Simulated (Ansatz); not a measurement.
# Run report: Hf8HO17, geometry relaxation (part 3 of 5)

The same run, continued: Hf8HO17 (slab, 26 atoms in the cell); DFT PBE+D3(BJ), scalar-relativistic, plane waves, PAW, spin-polarised (Ansatz 0.2.0); cutoff 420 eV, 3×3×1 k-mesh, Gaussian smearing of 0.05 eV, collinear spins. The structure derives from an entry of the Crystallography Open Database. The input holds or restrains some coordinates. Forces given for the steps count only the free coordinates. It belongs to a series of runs on one base structure; here: 1 OH a cell, anchor, over a top O site.

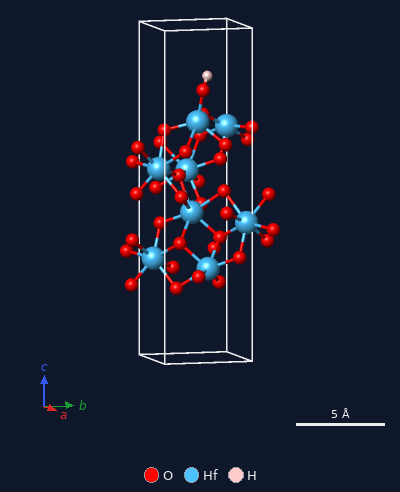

Fig. 1: The geometry at step 14 of the log (ball-and-stick view of the cell of the calculation, with the vacuum cut short, seen slightly off an axis; bonded neighbours outside the cell are drawn too).

## Log, continued
```
SCF iter  41: F=—  HF=-135466.274141 eV  |F-HF|=—  |Δ(HF+E_count)|=   1.67e-5  Δρ=9.98e-5 (↑5.95e-5 ↓9.98e-5)  dr2=1.11e-4  dr2_m=2.65e-5  M=2.227 μB ∫|m|=2.480 μB  β_m=0.85  ethr=8.29e-8  p=0.343 e·Å  D=8.12e-2 V/Å  ΔV_dip=-2.32 eV  dr2_dipole=7.40e-6  V_vac-E_F(+/−)=5.62/7.94 eV  ⟨swp⟩=2.5  Hψ=3257  notcnv=0  defer=270
SCF iter  42: F=—  HF=-135466.274161 eV  |F-HF|=—  |Δ(HF+E_count)|=   2.00e-5  Δρ=7.21e-5 (↑4.54e-5 ↓7.21e-5)  dr2=1.05e-4  dr2_m=1.39e-5  M=2.222 μB ∫|m|=2.475 μB  β_m=0.92  ethr=3.57e-8  p=0.343 e·Å  D=8.12e-2 V/Å  ΔV_dip=-2.33 eV  dr2_dipole=6.89e-6  V_vac-E_F(+/−)=5.62/7.94 eV  ⟨swp⟩=2.7  Hψ=3226  notcnv=0  defer=270
SCF iter  43: F=—  HF=-135466.274181 eV  |F-HF|=—  |Δ(HF+E_count)|=   2.05e-5  Δρ=6.23e-5 (↑4.74e-5 ↓6.23e-5)  dr2=1.11e-4  dr2_m=4.07e-6  M=2.220 μB ∫|m|=2.472 μB  β_m=0.85  ethr=3.38e-8  p=0.343 e·Å  D=8.12e-2 V/Å  ΔV_dip=-2.33 eV  dr2_dipole=3.02e-7  V_vac-E_F(+/−)=5.62/7.94 eV  ⟨swp⟩=2.7  Hψ=3164  notcnv=0  defer=270
SCF iter  44: F=—  HF=-135466.274198 eV  |F-HF|=—  |Δ(HF+E_count)|=   1.66e-5  Δρ=6.54e-5 (↑6.34e-5 ↓6.54e-5)  dr2=1.36e-4  dr2_m=5.33e-7  M=2.220 μB ∫|m|=2.472 μB  β_m=0.59  ethr=3.38e-8  p=0.342 e·Å  D=8.12e-2 V/Å  ΔV_dip=-2.32 eV  dr2_dipole=2.96e-7  V_vac-E_F(+/−)=5.62/7.94 eV  ⟨swp⟩=3.0  Hψ=3292  notcnv=0  defer=270
SCF iter  45: F=—  HF=-135466.274169 eV  |F-HF|=—  |Δ(HF+E_count)|=   2.90e-5  Δρ=1.70e-5 (↑1.51e-5 ↓1.70e-5)  dr2=1.35e-5  dr2_m=4.92e-7  M=2.221 μB ∫|m|=2.473 μB  β_m=0.64  ethr=3.38e-8  p=0.342 e·Å  D=8.12e-2 V/Å  ΔV_dip=-2.32 eV  dr2_dipole=3.32e-6  V_vac-E_F(+/−)=5.62/7.94 eV  ⟨swp⟩=2.7  Hψ=3095  notcnv=0  defer=270
SCF iter  46: F=-135466.274165 eV  HF=-135466.274176 eV  |F-HF|=1.10e-5  |Δ(HF+E_count)|=   6.75e-6  Δρ=1.13e-5 (↑9.32e-6 ↓1.13e-5)  dr2=9.81e-6  dr2_m=1.53e-7  M=2.224 μB ∫|m|=2.475 μB  ethr=4.34e-9  p=0.342 e·Å  D=8.11e-2 V/Å  ΔV_dip=-2.32 eV  dr2_dipole=5.65e-6  V_vac-E_F(+/−)=5.62/7.94 eV  ⟨swp⟩=30.3  Hψ=24788  notcnv=0
at 1 of the mixer's solves, the last at iteration 31, it left a direction of its history that read negative out of its fit and stepped the other way along it
SCF 1 converged in 46 iterations: F = -135466.274165 eV  dr2 = 9.81e-6
  greatest PAW one-centre occupation: 0.999 electrons in one spin orbital (limit 2), on the Hf atom at site 15 (counted from 0), in its partial waves of l = 0
relax step   1: F+E_penalty+E_count = -135466.27416466 eV  Δ(F+E_penalty+E_count) = +0.000e0 eV  max|allowed force component| = 3.358e0 eV/Å  Δτ_max = 0.0000 Å  (46 SCF iters, dr2 threshold 4.00e-5 eV, accepted)
Initial density: handed on by an earlier stage of this run
Starting moments: Σ|m| = 1 μB on 1 of 26 sites; this step starts from the density that it was given
Initial wavefunctions: those handed on with the density
iter 1 solved again at ethr=9.88e-5 eV; its pass at ethr=3.10e-3 eV (dr2=3.07e-1 eV) is discarded
SCF iter   1: F=—  HF=-135466.865366 eV  |F-HF|=—  |Δ(HF+E_count)|=         —  Δρ=5.27e-3 (↑3.94e-3 ↓5.27e-3)  dr2=3.14e-1  dr2_m=5.78e-2  M=1.974 μB ∫|m|=2.243 μB  β_m=1.00  ethr=9.88e-5  p=0.342 e·Å  D=8.11e-2 V/Å  ΔV_dip=-2.32 eV  dr2_dipole=7.58e-5  V_vac-E_F(+/−)=5.62/7.94 eV  ⟨swp⟩=2.0  Hψ=6291  notcnv=0  defer=262
efield: sawtooth ramp at fractional position 0.9854 (handed on by an earlier solve), width 0.0400; the density the first Hamiltonian is built on has a dipole p = 0.342 e·Å; the dipole correction subtracts the counter field D = 8.11e-2 V/Å, which shifts the + side's vacuum level by -2.32 eV against the − side's; the planar-averaged density in the ramp window peaks in size at 2.1e-6 e/Å³
preconditioner: auto → LDOS  [metal: Δε(μ)=0.027 eV  Ē_g=17.227 eV  σ=0.050 eV  W_gap=0.30  n_scr=156 (ndim 8)  ℏωp=23.1 eV  f_vac=0.576  D(μ)=12.25/eV (n_scr^D=58)]
spin=Collinear: LDOS preconditioning applied to the charge; magnetization (m = ρ↑ − ρ↓) channel mixes plain (no charge-response kernel on spin).
SCF iter   2: F=—  HF=-135466.861879 eV  |F-HF|=—  |Δ(HF+E_count)|=   3.49e-3  Δρ=3.64e-3 (↑2.36e-3 ↓3.64e-3)  dr2=2.06e-1  dr2_m=1.40e-2  M=1.866 μB ∫|m|=2.114 μB  β_m=0.45  ethr=9.88e-5  p=0.342 e·Å  D=8.10e-2 V/Å  ΔV_dip=-2.32 eV  dr2_dipole=1.33e-2  V_vac-E_F(+/−)=5.64/7.96 eV  ⟨swp⟩=2.0  Hψ=3095  notcnv=0  defer=265
density mixer auto → msr1: a metal under ldos (density of states about μ 0.47 of a free-electron gas's, 156 screened modes)
SCF iter   3: F=—  HF=-135466.828868 eV  |F-HF|=—  |Δ(HF+E_count)|=   3.30e-2  Δρ=2.03e-3 (↑1.33e-3 ↓2.03e-3)  dr2=9.51e-2  dr2_m=4.19e-3  M=1.870 μB ∫|m|=2.108 μB  β_m=0.70  ethr=6.63e-5  p=0.337 e·Å  D=8.00e-2 V/Å  ΔV_dip=-2.29 eV  dr2_dipole=1.84e-2  V_vac-E_F(+/−)=5.67/7.96 eV  ⟨swp⟩=2.0  Hψ=3165  notcnv=0  defer=265
SCF iter   4: F=—  HF=-135466.822124 eV  |F-HF|=—  |Δ(HF+E_count)|=   6.74e-3  Δρ=6.75e-4 (↑6.06e-4 ↓6.75e-4)  dr2=1.86e-2  dr2_m=1.14e-3  M=1.942 μB ∫|m|=2.180 μB  β_m=0.76  ethr=3.06e-5  p=0.324 e·Å  D=7.67e-2 V/Å  ΔV_dip=-2.20 eV  dr2_dipole=4.27e-3  V_vac-E_F(+/−)=5.75/7.95 eV  ⟨swp⟩=2.0  Hψ=3108  notcnv=0  defer=265
SCF iter   5: F=—  HF=-135466.826987 eV  |F-HF|=—  |Δ(HF+E_count)|=   4.86e-3  Δρ=9.64e-4 (↑6.56e-4 ↓9.64e-4)  dr2=1.47e-2  dr2_m=1.85e-3  M=2.017 μB ∫|m|=2.254 μB  β_m=0.65  ethr=5.98e-6  p=0.316 e·Å  D=7.49e-2 V/Å  ΔV_dip=-2.14 eV  dr2_dipole=1.05e-3  V_vac-E_F(+/−)=5.80/7.95 eV  ⟨swp⟩=2.2  Hψ=3213  notcnv=0  defer=264
SCF iter   6: F=—  HF=-135466.826357 eV  |F-HF|=—  |Δ(HF+E_count)|=   6.31e-4  Δρ=8.14e-4 (↑4.09e-4 ↓8.14e-4)  dr2=5.46e-3  dr2_m=1.77e-3  M=2.049 μB ∫|m|=2.286 μB  β_m=0.73  ethr=4.73e-6  p=0.312 e·Å  D=7.40e-2 V/Å  ΔV_dip=-2.12 eV  dr2_dipole=9.93e-5  V_vac-E_F(+/−)=5.83/7.94 eV  ⟨swp⟩=2.0  Hψ=3150  notcnv=0  defer=264
SCF iter   7: F=—  HF=-135466.827174 eV  |F-HF|=—  |Δ(HF+E_count)|=         —  Δρ=5.07e-4 (↑3.18e-4 ↓5.07e-4)  dr2=3.65e-3  dr2_m=6.97e-4  M=2.080 μB ∫|m|=2.320 μB  β_m=0.73  ethr=1.76e-6  p=0.311 e·Å  D=7.36e-2 V/Å  ΔV_dip=-2.11 eV  dr2_dipole=3.12e-6  V_vac-E_F(+/−)=5.84/7.94 eV  ⟨swp⟩=2.9  Hψ=3754  notcnv=0  defer=264
Mixer restart at iter 7: flushing history
SCF iter   8: F=—  HF=-135466.827953 eV  |F-HF|=—  |Δ(HF+E_count)|=   7.79e-4  Δρ=5.16e-4 (↑3.37e-4 ↓5.16e-4)  dr2=6.30e-3  dr2_m=4.62e-4  M=2.103 μB ∫|m|=2.343 μB  β_m=0.71  ethr=1.17e-6  p=0.311 e·Å  D=7.38e-2 V/Å  ΔV_dip=-2.11 eV  dr2_dipole=7.03e-6  V_vac-E_F(+/−)=5.83/7.95 eV  ⟨swp⟩=2.1  Hψ=3105  notcnv=0  defer=264
SCF iter   9: F=—  HF=-135466.827617 eV  |F-HF|=—  |Δ(HF+E_count)|=   3.37e-4  Δρ=3.67e-4 (↑2.42e-4 ↓3.67e-4)  dr2=4.34e-3  dr2_m=2.27e-4  M=2.108 μB ∫|m|=2.349 μB  β_m=0.79  ethr=1.17e-6  p=0.312 e·Å  D=7.39e-2 V/Å  ΔV_dip=-2.11 eV  dr2_dipole=1.48e-6  V_vac-E_F(+/−)=5.83/7.95 eV  ⟨swp⟩=2.2  Hψ=3049  notcnv=0  defer=264
SCF iter  10: F=—  HF=-135466.827284 eV  |F-HF|=—  |Δ(HF+E_count)|=   3.33e-4  Δρ=1.44e-4 (↑1.40e-4 ↓1.44e-4)  dr2=1.94e-3  dr2_m=6.04e-6  M=2.111 μB ∫|m|=2.354 μB  β_m=0.89  ethr=1.17e-6  p=0.313 e·Å  D=7.42e-2 V/Å  ΔV_dip=-2.13 eV  dr2_dipole=3.62e-6  V_vac-E_F(+/−)=5.82/7.94 eV  ⟨swp⟩=2.3  Hψ=3046  notcnv=0  defer=264
SCF iter  11: F=—  HF=-135466.827543 eV  |F-HF|=—  |Δ(HF+E_count)|=   2.59e-4  Δρ=2.06e-4 (↑2.06e-4 ↓1.95e-4)  dr2=1.56e-3  dr2_m=2.16e-5  M=2.096 μB ∫|m|=2.341 μB  β_m=0.66  ethr=6.25e-7  p=0.316 e·Å  D=7.48e-2 V/Å  ΔV_dip=-2.14 eV  dr2_dipole=3.48e-5  V_vac-E_F(+/−)=5.80/7.94 eV  ⟨swp⟩=2.0  Hψ=3174  notcnv=0  defer=264
SCF iter  12: F=—  HF=-135466.827433 eV  |F-HF|=—  |Δ(HF+E_count)|=   1.10e-4  Δρ=8.24e-5 (↑8.24e-5 ↓7.36e-5)  dr2=2.12e-4  dr2_m=8.39e-6  M=2.081 μB ∫|m|=2.325 μB  β_m=0.59  ethr=5.01e-7  p=0.316 e·Å  D=7.49e-2 V/Å  ΔV_dip=-2.14 eV  dr2_dipole=4.56e-5  V_vac-E_F(+/−)=5.80/7.94 eV  ⟨swp⟩=2.0  Hψ=3019  notcnv=0  defer=264
SCF iter  13: F=—  HF=-135466.827484 eV  |F-HF|=—  |Δ(HF+E_count)|=   5.15e-5  Δρ=5.64e-5 (↑3.91e-5 ↓5.64e-5)  dr2=5.40e-5  dr2_m=9.68e-6  M=2.070 μB ∫|m|=2.314 μB  β_m=0.60  ethr=6.82e-8  p=0.316 e·Å  D=7.49e-2 V/Å  ΔV_dip=-2.14 eV  dr2_dipole=2.29e-5  V_vac-E_F(+/−)=5.80/7.94 eV  ⟨swp⟩=2.5  Hψ=3163  notcnv=0  defer=264
iter 14 did not close the SCF: its close was put off for a magnetic moment that had not settled (scf_convergence_deferred on its scf_iter line)
SCF iter  14: F=-135466.827478 eV  HF=-135466.827498 eV  |F-HF|=2.03e-5  |Δ(HF+E_count)|=   1.41e-5  Δρ=4.33e-5 (↑2.32e-5 ↓4.33e-5)  dr2=2.93e-5  dr2_m=4.56e-6  M=2.067 μB ∫|m|=2.311 μB  β_m=0.54  ethr=1.73e-8  p=0.316 e·Å  D=7.49e-2 V/Å  ΔV_dip=-2.14 eV  dr2_dipole=6.15e-6  V_vac-E_F(+/−)=5.80/7.94 eV  ⟨swp⟩=19.9  Hψ=20897  notcnv=0
SCF iter  15: F=-135466.827472 eV  HF=-135466.827503 eV  |F-HF|=3.15e-5  |Δ(HF+E_count)|=   4.79e-6  Δρ=2.37e-5 (↑1.15e-5 ↓2.37e-5)  dr2=2.58e-5  dr2_m=6.17e-7  M=2.067 μB ∫|m|=2.311 μB  ethr=9.43e-9  p=0.316 e·Å  D=7.49e-2 V/Å  ΔV_dip=-2.14 eV  dr2_dipole=1.24e-5  V_vac-E_F(+/−)=5.80/7.94 eV  ⟨swp⟩=13.4  Hψ=18050  notcnv=0
SCF 2 converged in 15 iterations: F = -135466.827472 eV  dr2 = 2.58e-5
[... from here on the iterations of each SCF are left out, up to the last one ...]
relax step   2: F+E_penalty+E_count = -135466.82747174 eV  Δ(F+E_penalty+E_count) = -5.533e-1 eV  max|allowed force component| = 1.103e0 eV/Å  Δτ_max = 0.1969 Å  (15 SCF iters, dr2 threshold 1.00e-4 eV, accepted)
[... from here on the SCF iterations and repeated set-up lines of each step are left out, up to the last step ...]
SCF 3 converged in 15 iterations: F = -135467.156473 eV  dr2 = 3.92e-6
relax step   3: F+E_penalty+E_count = -135467.15647272 eV  Δ(F+E_penalty+E_count) = -3.290e-1 eV  max|allowed force component| = 7.245e-1 eV/Å  Δτ_max = 0.1947 Å  (15 SCF iters, dr2 threshold 7.60e-5 eV, accepted)
SCF 4 converged in 14 iterations: F = -135467.626707 eV  dr2 = 2.92e-6
relax step   4: F+E_penalty+E_count = -135467.62670747 eV  Δ(F+E_penalty+E_count) = -4.702e-1 eV  max|allowed force component| = 1.151e0 eV/Å  Δτ_max = 0.1964 Å  (14 SCF iters, dr2 threshold 5.66e-5 eV, accepted)
SCF 5 converged in 12 iterations: F = -135468.247137 eV  dr2 = 1.23e-5
relax step   5: F+E_penalty+E_count = -135468.24713711 eV  Δ(F+E_penalty+E_count) = -6.204e-1 eV  max|allowed force component| = 1.357e0 eV/Å  Δτ_max = 0.1951 Å  (12 SCF iters, dr2 threshold 1.00e-4 eV, accepted)
SCF 6 converged in 10 iterations: F = -135468.628284 eV  dr2 = 4.15e-5
relax step   6: F+E_penalty+E_count = -135468.62828352 eV  Δ(F+E_penalty+E_count) = -3.811e-1 eV  max|allowed force component| = 1.588e0 eV/Å  Δτ_max = 0.2000 Å  (10 SCF iters, dr2 threshold 1.00e-4 eV, accepted)
SCF 7 converged in 13 iterations: F = -135469.506446 eV  dr2 = 3.66e-5
relax step   7: F+E_penalty+E_count = -135469.50644602 eV  Δ(F+E_penalty+E_count) = -8.782e-1 eV  max|allowed force component| = 1.878e0 eV/Å  Δτ_max = 0.1950 Å  (13 SCF iters, dr2 threshold 1.00e-4 eV, accepted)
SCF 8 converged in 11 iterations: F = -135470.084714 eV  dr2 = 2.85e-5
relax step   8: F+E_penalty+E_count = -135470.08471450 eV  Δ(F+E_penalty+E_count) = -5.783e-1 eV  max|allowed force component| = 1.673e0 eV/Å  Δτ_max = 0.1933 Å  (11 SCF iters, dr2 threshold 1.00e-4 eV, accepted)
SCF 9 converged in 11 iterations: F = -135470.473421 eV  dr2 = 3.95e-5
relax step   9: F+E_penalty+E_count = -135470.47342061 eV  Δ(F+E_penalty+E_count) = -3.887e-1 eV  max|allowed force component| = 8.383e-1 eV/Å  Δτ_max = 0.1948 Å  (11 SCF iters, dr2 threshold 1.00e-4 eV, accepted)
SCF 10 converged in 11 iterations: F = -135470.695207 eV  dr2 = 4.90e-5
relax step  10: F+E_penalty+E_count = -135470.69520725 eV  Δ(F+E_penalty+E_count) = -2.218e-1 eV  max|allowed force component| = 7.987e-1 eV/Å  Δτ_max = 0.2000 Å  (11 SCF iters, dr2 threshold 1.00e-4 eV, accepted)
SCF 11 converged in 11 iterations: F = -135470.877588 eV  dr2 = 4.27e-5
relax step  11: F+E_penalty+E_count = -135470.87758847 eV  Δ(F+E_penalty+E_count) = -1.824e-1 eV  max|allowed force component| = 6.927e-1 eV/Å  Δτ_max = 0.1949 Å  (11 SCF iters, dr2 threshold 1.00e-4 eV, accepted)
SCF 12 converged in 11 iterations: F = -135471.042297 eV  dr2 = 5.17e-5
relax step  12: F+E_penalty+E_count = -135471.04229714 eV  Δ(F+E_penalty+E_count) = -1.647e-1 eV  max|allowed force component| = 6.125e-1 eV/Å  Δτ_max = 0.1949 Å  (11 SCF iters, dr2 threshold 1.00e-4 eV, accepted)
SCF 13 converged in 10 iterations: F = -135471.166532 eV  dr2 = 8.51e-5
relax step  13: F+E_penalty+E_count = -135471.16653238 eV  Δ(F+E_penalty+E_count) = -1.242e-1 eV  max|allowed force component| = 5.866e-1 eV/Å  Δτ_max = 0.1951 Å  (10 SCF iters, dr2 threshold 1.00e-4 eV, accepted)
SCF 14 converged in 11 iterations: F = -135471.264169 eV  dr2 = 1.17e-5
relax step  14: F+E_penalty+E_count = -135471.26416892 eV  Δ(F+E_penalty+E_count) = -9.764e-2 eV  max|allowed force component| = 3.951e-1 eV/Å  Δτ_max = 0.2000 Å  (11 SCF iters, dr2 threshold 1.00e-4 eV, accepted)
SCF 15 converged in 10 iterations: F = -135471.326997 eV  dr2 = 1.38e-5
relax step  15: F+E_penalty+E_count = -135471.32699662 eV  Δ(F+E_penalty+E_count) = -6.283e-2 eV  max|allowed force component| = 1.579e-1 eV/Å  Δτ_max = 0.1984 Å  (10 SCF iters, dr2 threshold 7.08e-5 eV, accepted)
SCF 16 converged in 11 iterations: F = -135471.357320 eV  dr2 = 1.68e-6
relax step  16: F+E_penalty+E_count = -135471.35732016 eV  Δ(F+E_penalty+E_count) = -3.032e-2 eV  max|allowed force component| = 2.050e-1 eV/Å  Δτ_max = 0.1957 Å  (11 SCF iters, dr2 threshold 3.98e-6 eV, accepted)
SCF 17 converged in 11 iterations: F = -135471.373371 eV  dr2 = 1.58e-6
relax step  17: F+E_penalty+E_count = -135471.37337148 eV  Δ(F+E_penalty+E_count) = -1.605e-2 eV  max|allowed force component| = 1.638e-1 eV/Å  Δτ_max = 0.1936 Å  (11 SCF iters, dr2 threshold 6.71e-6 eV, accepted)
SCF 18 converged in 10 iterations: F = -135471.384759 eV  dr2 = 5.65e-6
relax step  18: F+E_penalty+E_count = -135471.38475917 eV  Δ(F+E_penalty+E_count) = -1.139e-2 eV  max|allowed force component| = 3.600e-1 eV/Å  Δτ_max = 0.1996 Å  (10 SCF iters, dr2 threshold 1.71e-5 eV, accepted)
SCF 19 converged in 16 iterations: F = -135471.400999 eV  dr2 = 3.69e-5
relax step  19: F+E_penalty+E_count = -135471.40099851 eV  Δ(F+E_penalty+E_count) = -1.624e-2 eV  max|allowed force component| = 4.572e-1 eV/Å  Δτ_max = 0.1950 Å  (16 SCF iters, dr2 threshold 8.28e-5 eV, accepted)
SCF 20 converged in 9 iterations: F = -135471.431271 eV  dr2 = 4.76e-5
relax step  20: F+E_penalty+E_count = -135471.43127058 eV  Δ(F+E_penalty+E_count) = -3.027e-2 eV  max|allowed force component| = 5.568e-1 eV/Å  Δτ_max = 0.1951 Å  (9 SCF iters, dr2 threshold 1.00e-4 eV, accepted)
SCF 21 converged in 10 iterations: F = -135471.475214 eV  dr2 = 1.20e-5
relax step  21: F+E_penalty+E_count = -135471.47521393 eV  Δ(F+E_penalty+E_count) = -4.394e-2 eV  max|allowed force component| = 5.197e-1 eV/Å  Δτ_max = 0.1962 Å  (10 SCF iters, dr2 threshold 1.00e-4 eV, accepted)
SCF 22 converged in 13 iterations: F = -135471.529846 eV  dr2 = 6.95e-5
relax step  22: F+E_penalty+E_count = -135471.52984571 eV  Δ(F+E_penalty+E_count) = -5.463e-2 eV  max|allowed force component| = 5.867e-1 eV/Å  Δτ_max = 0.1953 Å  (13 SCF iters, dr2 threshold 1.00e-4 eV, accepted)
SCF 23 converged in 12 iterations: F = -135471.596239 eV  dr2 = 3.98e-5
relax step  23: F+E_penalty+E_count = -135471.59623871 eV  Δ(F+E_penalty+E_count) = -6.639e-2 eV  max|allowed force component| = 6.345e-1 eV/Å  Δτ_max = 0.1952 Å  (12 SCF iters, dr2 threshold 1.00e-4 eV, accepted)
SCF 24 converged in 12 iterations: F = -135471.674841 eV  dr2 = 5.20e-5
relax step  24: F+E_penalty+E_count = -135471.67484134 eV  Δ(F+E_penalty+E_count) = -7.860e-2 eV  max|allowed force component| = 5.721e-1 eV/Å  Δτ_max = 0.1952 Å  (12 SCF iters, dr2 threshold 1.00e-4 eV, accepted)
SCF 25 converged in 11 iterations: F = -135471.766557 eV  dr2 = 7.64e-5
relax step  25: F+E_penalty+E_count = -135471.76655654 eV  Δ(F+E_penalty+E_count) = -9.172e-2 eV  max|allowed force component| = 4.768e-1 eV/Å  Δτ_max = 0.1952 Å  (11 SCF iters, dr2 threshold 1.00e-4 eV, accepted)
SCF 26 converged in 9 iterations: F = -135471.872852 eV  dr2 = 8.58e-5
relax step  26: F+E_penalty+E_count = -135471.87285246 eV  Δ(F+E_penalty+E_count) = -1.063e-1 eV  max|allowed force component| = 3.715e-1 eV/Å  Δτ_max = 0.1952 Å  (9 SCF iters, dr2 threshold 1.00e-4 eV, accepted)
SCF 27 converged in 10 iterations: F = -135471.961818 eV  dr2 = 6.06e-5
relax step  27: F+E_penalty+E_count = -135471.96181808 eV  Δ(F+E_penalty+E_count) = -8.897e-2 eV  max|allowed force component| = 5.925e-1 eV/Å  Δτ_max = 0.1927 Å  (10 SCF iters, dr2 threshold 8.38e-5 eV, accepted)
SCF 28 converged in 13 iterations: F = -135471.971481 eV  dr2 = 4.84e-5
```
